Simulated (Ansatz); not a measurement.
**TaN: geometry relaxation (part 3 of 3)**

TaN (slab, 24 atoms in the cell); DFT PBE, scalar-relativistic, plane waves, PAW, no spin polarisation (Ansatz 0.2.0); cutoff 420 eV, 3×3×1 k-mesh, Gaussian smearing of 0.1 eV. The structure derives from an entry of the Crystallography Open Database. The input holds or restrains some coordinates. Forces given for the steps count only the free coordinates. It belongs to a series of runs on one base structure; here: clean slab, lower planes held.

Geometry of the input (Å; fractional positions):
```
6.2470  0.0000  0.0000
0.0000  6.2470  0.0000
0.0000  0.0000  20.4173
Ta 0.5000  0.5000  0.3918
Ta 0.5000  0.0000  0.3918
Ta 0.0000  0.5000  0.3918
Ta 0.0000  0.0000  0.3918
N  0.2500  0.2500  0.3918
N  0.2500  0.7500  0.3918
N  0.7500  0.2500  0.3918
N  0.7500  0.7500  0.3918
Ta 0.7500  0.7500  0.5000
Ta 0.7500  0.2500  0.5000
Ta 0.2500  0.7500  0.5000
Ta 0.2500  0.2500  0.5000
N  0.5000  0.5000  0.5000
N  0.5000  0.0000  0.5000
N  0.0000  0.5000  0.5000
N  0.0000  0.0000  0.5000
Ta 0.0000  0.0000  0.6082
Ta 0.0000  0.5000  0.6082
Ta 0.5000  0.0000  0.6082
Ta 0.5000  0.5000  0.6082
N  0.7500  0.7500  0.6082
N  0.7500  0.2500  0.6082
N  0.2500  0.7500  0.6082
N  0.2500  0.2500  0.6082
```

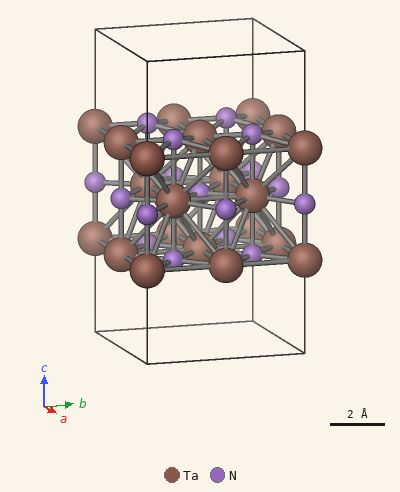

**Figure 1.** The geometry at step 3 of the log (ball-and-stick view of the cell of the calculation, with the vacuum cut short, seen slightly off an axis).

Output, continued
```
  k-point 2: bands = ["-65.0263", "-65.0176", "-65.0176", "-65.0091", "-64.8352", "-64.8253", "-64.8253", "-64.8164", "-64.6327", "-64.6253", "-64.6253", "-64.6169", "-31.7264", "-31.7264", "-31.7026", "-31.7026", "-31.6936", "-31.6741", "-31.6597", "-31.6333", "-31.5954", "-31.5672", "-31.5672", "-31.5498", "-31.5321", "-31.5321", "-31.5276", "-31.4768", "-31.4719", "-31.4474", "-31.4347", "-31.4347", "-31.3447", "-31.3366", "-31.3100", "-31.3100", "-31.2638", "-31.2436", "-31.2023", "-31.2023", "-31.1460", "-31.1460", "-31.1447", "-31.1217", "-31.0327", "-31.0017", "-31.0017", "-30.9858", "-12.9684", "-12.5391", "-12.4163", "-12.4163", "-11.7189", "-11.4419", "-11.3715", "-11.2641", "-11.2641", "-10.9962", "-10.8648", "-10.8648", "-4.0560", "-4.0560", "-3.6616", "-3.6616", "-3.6056", "-3.1284", "-3.0380", "-2.9619", "-2.6941", "-2.6941", "-2.2055", "-2.2055", "-2.1926", "-2.0112", "-2.0112", "-1.9717", "-1.7909", "-1.7035", "-1.6734", "-1.2714", "-1.2714", "-1.2605", "-1.1578", "-1.1578", "-1.0457", "-0.9284", "-0.8177", "-0.8177", "-0.7785", "-0.5905", "-0.4221", "-0.4221", "-0.3981", "-0.3431", "-0.1234", "-0.1118", "1.2253", "2.2871", "2.2871", "2.3086", "3.1726", "3.1933", "3.8302", "4.2518", "4.3339", "4.5387", "4.5387", "4.5706", "4.7901", "4.7901", "4.8013", "5.0217", "5.0398", "5.0398", "5.2272", "5.2272", "5.4692", "5.6738", "5.6738", "5.7831", "5.9551", "5.9837", "5.9837", "6.2267", "6.2267", "6.2836", "6.4338", "6.4338", "6.4715", "6.5013", "6.7305", "6.9973"]
--- Relaxed structure (5 steps of the walk, 5 accepted, 0 SCFs on fresh bases) ---
  F+E_penalty+E_count = -123808.03030753 eV   max|allowed force component| = 2.167e-2 eV/Å
  atoms:
    - { symbol: Ta, position: [0.5, 0.5, 0.3918251644] }
    - { symbol: Ta, position: [0.5, 0.0, 0.3918251644] }
    - { symbol: Ta, position: [0.0, 0.5, 0.3918251644] }
    - { symbol: Ta, position: [0.0, 0.0, 0.3918251644] }
    - { symbol: N, position: [0.25, 0.25, 0.3918251644] }
    - { symbol: N, position: [0.25, 0.7500000000000001, 0.3918251644] }
    - { symbol: N, position: [0.7500000000000001, 0.25, 0.3918251644] }
    - { symbol: N, position: [0.7500000000000001, 0.7500000000000001, 0.3918251644] }
    - { symbol: Ta, position: [0.7500000000000001, 0.7500000000000001, 0.5027126817712688] }
    - { symbol: Ta, position: [0.7500000000000001, 0.25, 0.5027126817712688] }
    - { symbol: Ta, position: [0.25, 0.7500000000000001, 0.5027126817712688] }
    - { symbol: Ta, position: [0.25, 0.25, 0.5027126817712688] }
    - { symbol: N, position: [0.5, 0.5, 0.4974569503023225] }
    - { symbol: N, position: [0.5, -7.677358303071308e-36, 0.4974569503023225] }
    - { symbol: N, position: [2.9324497988986093e-35, 0.5, 0.4974569503023225] }
    - { symbol: N, position: [1.5583531990861603e-34, 7.683379760563913e-35, 0.4974569503023225] }
    - { symbol: Ta, position: [9.923361947812954e-34, 1.6763737659412173e-34, 0.6032311996343738] }
    - { symbol: Ta, position: [1.2422266807244006e-33, 0.5, 0.6032311996343738] }
    - { symbol: Ta, position: [0.5, -1.3488064783435083e-35, 0.6032311996343738] }
    - { symbol: Ta, position: [0.5, 0.5, 0.6032311996343738] }
    - { symbol: N, position: [0.7500000000000001, 0.7500000000000001, 0.6185233893990917] }
    - { symbol: N, position: [0.7500000000000001, 0.25, 0.6185233893990917] }
    - { symbol: N, position: [0.25, 0.7500000000000001, 0.6185233893990917] }
    - { symbol: N, position: [0.25, 0.25, 0.6185233893990917] }
```

Trajectory as extended XYZ (Å, eV, eV/Å), 5 frames, from step=1 to step=5
```
24
Lattice="6.2470 0.0000 0.0000 0.0000 6.2470 0.0000 0.0000 0.0000 20.4173" Properties=species:S:1:pos:R:3:forces:R:3 step=1 energy=-123806.97429
Ta    3.1235    3.1235    8.0000    0.0000   0.0000   1.4486
Ta    3.1235    0.0000    8.0000    0.0000   0.0000   1.4486
Ta    0.0000    3.1235    8.0000    0.0000   0.0000   1.4486
Ta    0.0000    0.0000    8.0000    0.0000   0.0000   1.4486
N     1.5617    1.5617    8.0000    0.0000   0.0000  -1.6372
N     1.5617    4.6852    8.0000    0.0000   0.0000  -1.6372
N     4.6852    1.5617    8.0000    0.0000   0.0000  -1.6372
N     4.6852    4.6852    8.0000    0.0000   0.0000  -1.6372
Ta    4.6852    4.6852   10.2086    0.0000   0.0000   0.0000
Ta    4.6852    1.5617   10.2086    0.0000   0.0000   0.0000
Ta    1.5617    4.6852   10.2086    0.0000   0.0000   0.0000
Ta    1.5617    1.5617   10.2086    0.0000   0.0000   0.0000
N     3.1235    3.1235   10.2086    0.0000   0.0000   0.0000
N     3.1235    0.0000   10.2086    0.0000   0.0000   0.0000
N     0.0000    3.1235   10.2086    0.0000   0.0000   0.0000
N     0.0000    0.0000   10.2086    0.0000   0.0000   0.0000
Ta    0.0000    0.0000   12.4173    0.0000   0.0000  -1.4486
Ta    0.0000    3.1235   12.4173    0.0000   0.0000  -1.4486
Ta    3.1235    0.0000   12.4173    0.0000   0.0000  -1.4486
Ta    3.1235    3.1235   12.4173    0.0000   0.0000  -1.4486
N     4.6852    4.6852   12.4173    0.0000   0.0000   1.6372
N     4.6852    1.5617   12.4173    0.0000   0.0000   1.6372
N     1.5617    4.6852   12.4173    0.0000   0.0000   1.6372
N     1.5617    1.5617   12.4173    0.0000   0.0000   1.6372
24
Lattice="6.2470 0.0000 0.0000 0.0000 6.2470 0.0000 0.0000 0.0000 20.4173" Properties=species:S:1:pos:R:3:forces:R:3 step=2 energy=-123807.95127
Ta    3.1235    3.1235    8.0000    0.0000   0.0000   1.0066
Ta    3.1235    0.0000    8.0000    0.0000   0.0000   1.0066
Ta    0.0000    3.1235    8.0000    0.0000   0.0000   1.0066
Ta    0.0000    0.0000    8.0000    0.0000   0.0000   1.0066
N     1.5617    1.5617    8.0000    0.0000   0.0000  -0.9984
N     1.5617    4.6852    8.0000    0.0000   0.0000  -0.9984
N     4.6852    1.5617    8.0000    0.0000   0.0000  -0.9984
N     4.6852    4.6852    8.0000    0.0000   0.0000  -0.9984
Ta    4.6852    4.6852   10.2579    0.0000   0.0000  -0.0777
Ta    4.6852    1.5617   10.2579    0.0000   0.0000  -0.0777
Ta    1.5617    4.6852   10.2579    0.0000   0.0000  -0.0777
Ta    1.5617    1.5617   10.2579    0.0000   0.0000  -0.0777
N     3.1235    3.1235   10.1789    0.0000   0.0000  -0.2458
N     3.1235    0.0000   10.1789    0.0000   0.0000  -0.2458
N     0.0000    3.1235   10.1789    0.0000   0.0000  -0.2458
N     0.0000    0.0000   10.1789    0.0000   0.0000  -0.2458
Ta    0.0000    0.0000   12.3217    0.0000   0.0000  -0.1833
Ta    0.0000    3.1235   12.3217    0.0000   0.0000  -0.1833
Ta    3.1235    0.0000   12.3217    0.0000   0.0000  -0.1833
Ta    3.1235    3.1235   12.3217    0.0000   0.0000  -0.1833
N     4.6852    4.6852   12.5596    0.0000   0.0000   0.5020
N     4.6852    1.5617   12.5596    0.0000   0.0000   0.5020
N     1.5617    4.6852   12.5596    0.0000   0.0000   0.5020
N     1.5617    1.5617   12.5596    0.0000   0.0000   0.5020
24
Lattice="6.2470 0.0000 0.0000 0.0000 6.2470 0.0000 0.0000 0.0000 20.4173" Properties=species:S:1:pos:R:3:forces:R:3 step=3 energy=-123808.02518
Ta    3.1235    3.1235    8.0000    0.0000   0.0000   0.8806
Ta    3.1235    0.0000    8.0000    0.0000   0.0000   0.8806
Ta    0.0000    3.1235    8.0000    0.0000   0.0000   0.8806
Ta    0.0000    0.0000    8.0000    0.0000   0.0000   0.8806
N     1.5617    1.5617    8.0000    0.0000   0.0000  -0.7831
N     1.5617    4.6852    8.0000    0.0000   0.0000  -0.7831
N     4.6852    1.5617    8.0000    0.0000   0.0000  -0.7831
N     4.6852    4.6852    8.0000    0.0000   0.0000  -0.7831
Ta    4.6852    4.6852   10.2745    0.0000   0.0000  -0.0957
Ta    4.6852    1.5617   10.2745    0.0000   0.0000  -0.0957
Ta    1.5617    4.6852   10.2745    0.0000   0.0000  -0.0957
Ta    1.5617    1.5617   10.2745    0.0000   0.0000  -0.0957
N     3.1235    3.1235   10.1619    0.0000   0.0000  -0.0873
N     3.1235    0.0000   10.1619    0.0000   0.0000  -0.0873
N     0.0000    3.1235   10.1619    0.0000   0.0000  -0.0873
N     0.0000    0.0000   10.1619    0.0000   0.0000  -0.0873
Ta    0.0000    0.0000   12.3118    0.0000   0.0000   0.1485
Ta    0.0000    3.1235   12.3118    0.0000   0.0000   0.1485
Ta    3.1235    0.0000   12.3118    0.0000   0.0000   0.1485
Ta    3.1235    3.1235   12.3118    0.0000   0.0000   0.1485
N     4.6852    4.6852   12.6381    0.0000   0.0000  -0.0626
N     4.6852    1.5617   12.6381    0.0000   0.0000  -0.0626
N     1.5617    4.6852   12.6381    0.0000   0.0000  -0.0626
N     1.5617    1.5617   12.6381    0.0000   0.0000  -0.0626
24
Lattice="6.2470 0.0000 0.0000 0.0000 6.2470 0.0000 0.0000 0.0000 20.4173" Properties=species:S:1:pos:R:3:forces:R:3 step=4 energy=-123808.02753
Ta    3.1235    3.1235    8.0000    0.0000   0.0000   0.7855
Ta    3.1235    0.0000    8.0000    0.0000   0.0000   0.7855
Ta    0.0000    3.1235    8.0000    0.0000   0.0000   0.7855
Ta    0.0000    0.0000    8.0000    0.0000   0.0000   0.7855
N     1.5617    1.5617    8.0000    0.0000   0.0000  -0.8780
N     1.5617    4.6852    8.0000    0.0000   0.0000  -0.8780
N     4.6852    1.5617    8.0000    0.0000   0.0000  -0.8780
N     4.6852    4.6852    8.0000    0.0000   0.0000  -0.8780
Ta    4.6852    4.6852   10.2573    0.0000   0.0000   0.0317
Ta    4.6852    1.5617   10.2573    0.0000   0.0000   0.0317
Ta    1.5617    4.6852   10.2573    0.0000   0.0000   0.0317
Ta    1.5617    1.5617   10.2573    0.0000   0.0000   0.0317
N     3.1235    3.1235   10.1463    0.0000   0.0000   0.0347
N     3.1235    0.0000   10.1463    0.0000   0.0000   0.0347
N     0.0000    3.1235   10.1463    0.0000   0.0000   0.0347
N     0.0000    0.0000   10.1463    0.0000   0.0000   0.0347
Ta    0.0000    0.0000   12.3023    0.0000   0.0000   0.0764
Ta    0.0000    3.1235   12.3023    0.0000   0.0000   0.0764
Ta    3.1235    0.0000   12.3023    0.0000   0.0000   0.0764
Ta    3.1235    3.1235   12.3023    0.0000   0.0000   0.0764
N     4.6852    4.6852   12.6262    0.0000   0.0000  -0.0506
N     4.6852    1.5617   12.6262    0.0000   0.0000  -0.0506
N     1.5617    4.6852   12.6262    0.0000   0.0000  -0.0506
N     1.5617    1.5617   12.6262    0.0000   0.0000  -0.0506
24
Lattice="6.2470 0.0000 0.0000 0.0000 6.2470 0.0000 0.0000 0.0000 20.4173" Properties=species:S:1:pos:R:3:forces:R:3 step=5 energy=-123808.03031
Ta    3.1235    3.1235    8.0000    0.0000   0.0000   0.8566
Ta    3.1235    0.0000    8.0000    0.0000   0.0000   0.8566
Ta    0.0000    3.1235    8.0000    0.0000   0.0000   0.8566
Ta    0.0000    0.0000    8.0000    0.0000   0.0000   0.8566
N     1.5617    1.5617    8.0000    0.0000   0.0000  -0.8506
N     1.5617    4.6852    8.0000    0.0000   0.0000  -0.8506
N     4.6852    1.5617    8.0000    0.0000   0.0000  -0.8506
N     4.6852    4.6852    8.0000    0.0000   0.0000  -0.8506
Ta    4.6852    4.6852   10.2640    0.0000   0.0000   0.0217
Ta    4.6852    1.5617   10.2640    0.0000   0.0000   0.0217
Ta    1.5617    4.6852   10.2640    0.0000   0.0000   0.0217
Ta    1.5617    1.5617   10.2640    0.0000   0.0000   0.0217
N     3.1235    3.1235   10.1567    0.0000   0.0000  -0.0108
N     3.1235    0.0000   10.1567    0.0000   0.0000  -0.0108
N     0.0000    3.1235   10.1567    0.0000   0.0000  -0.0108
N     0.0000    0.0000   10.1567    0.0000   0.0000  -0.0108
Ta    0.0000    0.0000   12.3163    0.0000   0.0000  -0.0095
Ta    0.0000    3.1235   12.3163    0.0000   0.0000  -0.0095
Ta    3.1235    0.0000   12.3163    0.0000   0.0000  -0.0095
Ta    3.1235    3.1235   12.3163    0.0000   0.0000  -0.0095
N     4.6852    4.6852   12.6286    0.0000   0.0000  -0.0073
N     4.6852    1.5617   12.6286    0.0000   0.0000  -0.0073
N     1.5617    4.6852   12.6286    0.0000   0.0000  -0.0073
N     1.5617    1.5617   12.6286    0.0000   0.0000  -0.0073
```

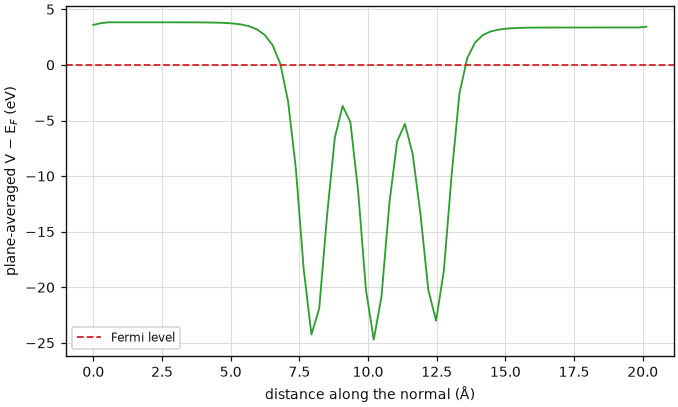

**Figure 2.** Plane average of the electrostatic potential energy of an electron across the cell, from the Fermi level. The vacuum level lies 3.37 eV above the Fermi level on the upper side and 3.83 eV on the lower.

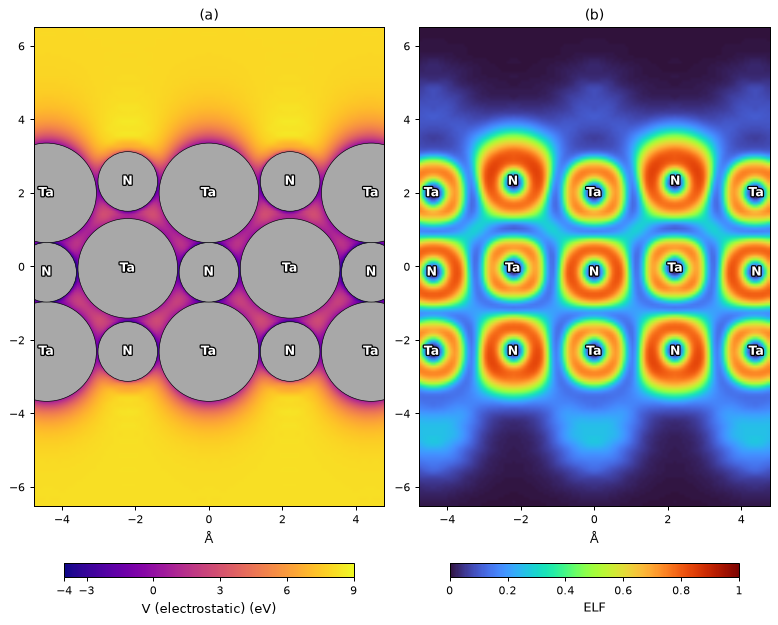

**Figure 3.** (a) electrostatic potential (local pseudopotential plus Hartree) felt by an electron; (b) ELF on the (11̄0) plane of the calculation cell, a cut from vacuum to vacuum. Grey discs, where drawn, cover atomic cores. Atoms in the plane: Ta and N. Ta–N (2.16 Å): the ELF is about 0.20 at the midpoint (no shared pair; the contact is polar). Ta–Ta (3.01 Å): the ELF is about 0.30 at the midpoint (no shared electron pair). Ta–N (2.21 Å): the ELF is about 0.20 at the midpoint; no shared pair; the contact is polar. Ta–N (2.26 Å): the ELF is about 0.15 at the midpoint (a polar contact without a shared pair, in a metal). Ta–N (2.36 Å): the ELF is about 0.15 at the midpoint; no shared pair; the contact is polar. The strong features right at Ta lie inside the PAW spheres (semicore, d or f shells) and say nothing about bonding. Core electrons are frozen (PAW), so the fields are smoothed inside the atomic spheres.

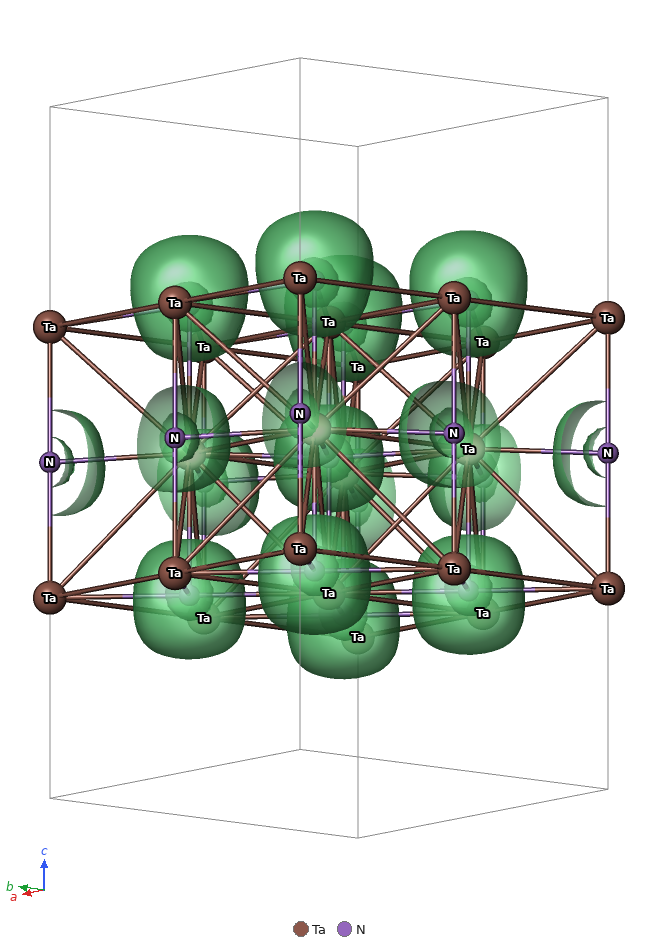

**Figure 4.** Isosurface of the ELF at 0.6 (green), seen at an oblique angle. Only the valence region is drawn (cores and ρ < 0.01 e/Å³ removed). Sticks mark near contacts. Along the contacts the grid gives the following. Ta–N (2.16 Å): the ELF is about 0.20 at the midpoint; a polar contact without a shared pair, in a metal. Ta–Ta (3.01 Å): the ELF is about 0.30 at the midpoint (no shared electron pair).

Results in brief

| quantity | value |
| --- | --- |
| outcome | converged under the restraints of the input |
| electrons treated | 216 |
| free energy | −123808.0303 eV |
| work function, top face | 3.37 eV |
| work function, bottom face | 3.83 eV |
| Fermi energy | 4.526 eV |
| gap on the k-point mesh | none (metallic) |
| final volume | 796.77 Å³ |
| work function (upper face) | 3.37 eV |
| largest force (length of the vector) at the end, held atoms and coordinates included | 0.857 eV/Å |
| hardware | 4 threads of Intel Xeon (Granite Rapids), 32 GiB of memory available, shared host |
| wall time | 29 s (CPU time 1.9 min) |
| peak memory | 1.6 GiB |

The program warns: the exchange-correlation potential is rough where the density is thin. Spin–orbit coupling is left out, which matters for Ta.
